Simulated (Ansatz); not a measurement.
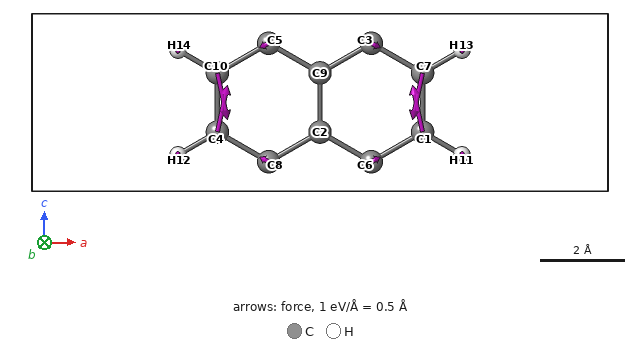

Starting geometry of a wire of composition H₂C₅ with the computed forces as purple arrows. A ball-and-stick model of the cell of the calculation, with the vacuum cut short, seen along the b axis.

Case: armchair ribbon, 5 formula units a period, edges capped with H.

All numbers below come from DFT PBEsol, scalar-relativistic, plane waves, PAW in Ansatz.

The input:
```yaml
crystal:
  lattice:
    - [15.8, 0.0, 0.0]
    - [0.0, 9.3, 0.0]
    - [0.0, 0.0, 4.2588411474]
  atoms:
    - { symbol: C, position: [0.6556229799, 0.5, 0.3333333333] }
    - { symbol: C, position: [0.5, 0.5, 0.3333333333] }
    - { symbol: C, position: [0.57781149, 0.5, 0.8333333333] }
    - { symbol: C, position: [0.3443770201, 0.5, 0.3333333333] }
    - { symbol: C, position: [0.42218851, 0.5, 0.8333333333] }
    - { symbol: C, position: [0.57781149, 0.5, 0.1666666667] }
    - { symbol: C, position: [0.6556229799, 0.5, 0.6666666667] }
    - { symbol: C, position: [0.42218851, 0.5, 0.1666666667] }
    - { symbol: C, position: [0.5, 0.5, 0.6666666667] }
    - { symbol: C, position: [0.3443770201, 0.5, 0.6666666667] }
    - { symbol: H, position: [0.7153677704, 0.5, 0.2053642495] }
    - { symbol: H, position: [0.2846322296, 0.5, 0.2053642495] }
    - { symbol: H, position: [0.7153677704, 0.5, 0.7946357505] }
    - { symbol: H, position: [0.2846322296, 0.5, 0.7946357505] }
basis:
  ecutwfc: 420
kpoints:
  mp_grid: { grid: [1, 1, 13] }
hamiltonian:
  xc: pbesol
scf:
  occupations: { method: gaussian, width: 0.05 }
output:
  forces: true
  stress: true
  eigenvalues: true
  populations: true
  write_density: true
  write_potential: true
  elf: true
  volumetric_format: npy
relax:
  adjacent_minimum: "off"
  f_tol: 0.02
  max_steps: 45
  cell: { fix: [a, b, alpha, beta, gamma], stress_tol: 0.03 }
```

Launched with:
```bash
ansatz run input.yaml --threads 4 --pin off --max-ram 12288MiB --backend cpu --events-out ev --progress --plain --runs-dir out
```

**What follows when this structure is relaxed?**

It isn't relaxed: the largest force vector, on C atoms, is 2.33 eV/Å. The final displacements follow the starting forces only in part (cosine between the two patterns 0.54). The largest moves relative to the layer's centre, 0.064 Å, are those of H11, H12, H13 and H14. By element the largest moves are H 0.064 Å, C 0.041 Å. Along the periodic axis the drawn cell goes c 4.259 → 4.295 Å (+0.8 %). Some distances before and after: C1–C7 1.420 → 1.367 Å, C2–C9 1.420 → 1.434 Å. Among the angles between lasting bonds that change: C1–C6–C2 120.0° → 117.9°. After 4 accepted moves (5 points after the start) the energy has fallen by 0.196 eV per cell of the calculation. Largest force component: 2.3 eV/Å at the start, 0.0069 eV/Å at the end. At 1 point the geometry stayed and the basis and grid were re-selected for the new cell (energy shift of 2.7 meV per cell of the calculation at most each time). Cost: 15 s on 4 threads of Intel(R) Xeon(R) 6975P-C (Granite Rapids), on a shared host, peak memory 1 GiB.
